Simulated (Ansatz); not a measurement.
Here is a crystal structure:

```cif
data_structure
_symmetry_space_group_name_H-M 'P 1'
_symmetry_Int_Tables_number 1
_cell_length_a 3.4340
_cell_length_b 3.4340
_cell_length_c 3.4340
_cell_angle_alpha 90.000
_cell_angle_beta 90.000
_cell_angle_gamma 90.000
_cell_volume 40.49
loop_
_atom_site_label
_atom_site_type_symbol
_atom_site_fract_x
_atom_site_fract_y
_atom_site_fract_z
_atom_site_occupancy
Ag1 Ag 0.00000 0.00000 0.00000 1
Cl1 Cl 0.50000 0.50000 0.50000 1
```

Q: What crystal do these data define?

A: Its composition is AgCl. The lattice is primitive cubic and the space group Pm-3m (No. 221). Its structure type: caesium chloride (CsCl, B2) type. One cell contains 1 Ag, 1 Cl, 2 atoms in all. The coordination shell of Ag holds eight Cl in a cubic arrangement at 2.97 Å. About every Cl there are eight Ag in a cubic arrangement at 2.97 Å. The bonds build a three-dimensional framework.

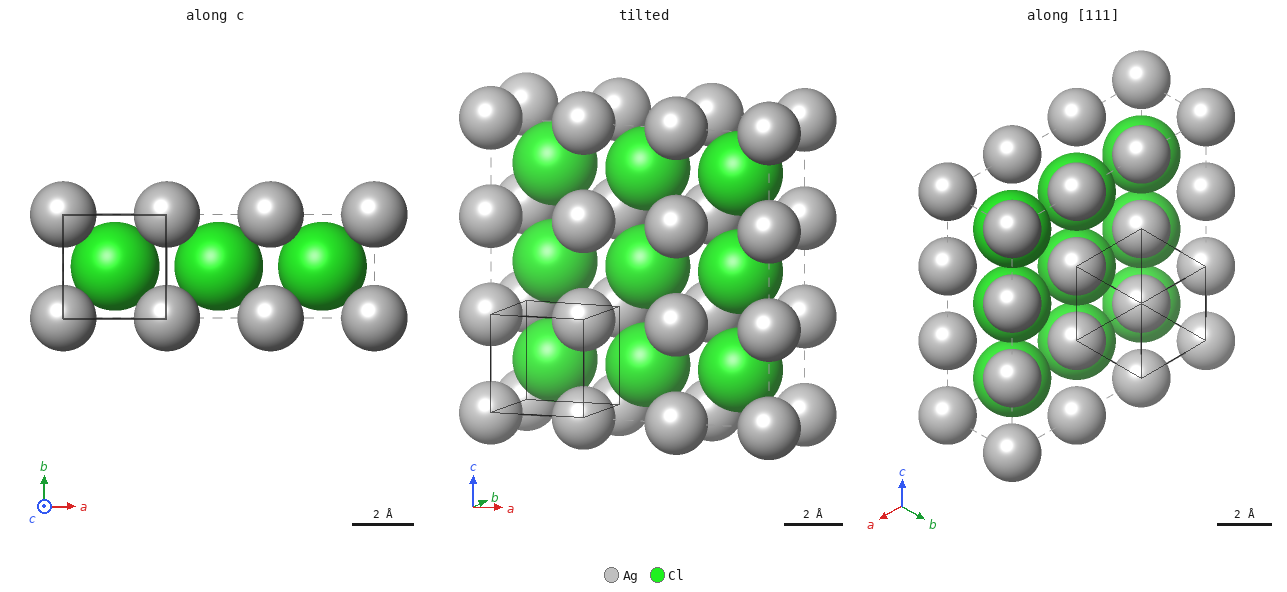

Shown here is a space-filling view of the crystal, taken along the c axis, slightly off an axis and along [111]. The picture spans 3×1×3 cells, one conventional unit cell being drawn with solid lines.

It derives from a structure listed in the Materials Project. Earlier steps of the study may have refined or changed the cell and positions. A calculation with Ansatz used it as input.

At this level of theory the cell isn't at rest (stretched, at -5 GPa), so its distances can differ from those at equilibrium, the more so the softer the solid.
